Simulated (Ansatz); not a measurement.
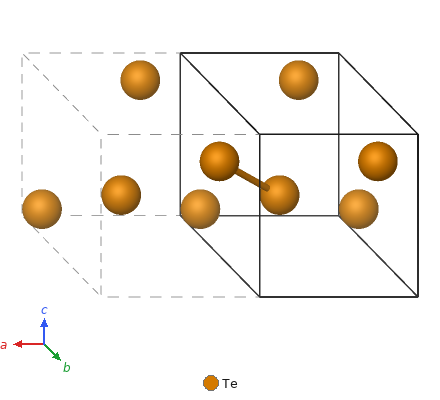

Te (P3_121, No. 152): the geometry given to an electronic-structure calculation, possibly off equilibrium.

```
CELL_PARAMETERS angstrom
4.62797 0.00000 0.00000
-2.31399 4.00794 0.00000
0.00000 0.00000 5.90184
ATOMIC_POSITIONS crystal
Te 0.25309 0.00000 0.83333
Te 0.00000 0.25309 0.16667
Te 0.74691 0.74691 0.50000
```

### What will a HAADF-like image along [121] show? Simulation: incoherent imaging, intensity Z^1.7 per atom, probe width 0.72 Å, thin sample. The display is stretched by a gamma of 0.8; percentages refer to the linear signal. Shot noise was added.

The columns repeat on a centred rectangular net of 4.63 × 4.75 Å (plane group cm). All columns are alike (Te). The shortest distance between visible columns is 1.50 Å in projection. Along the beam the structure repeats every 9.95 Å.

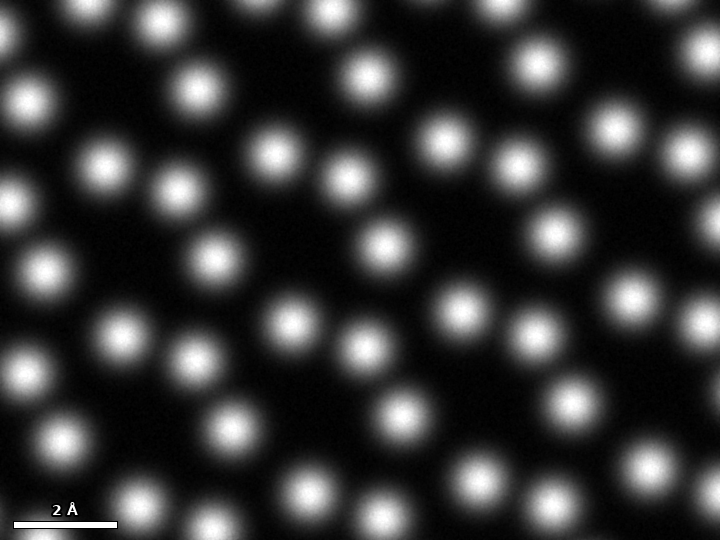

The simulated image.
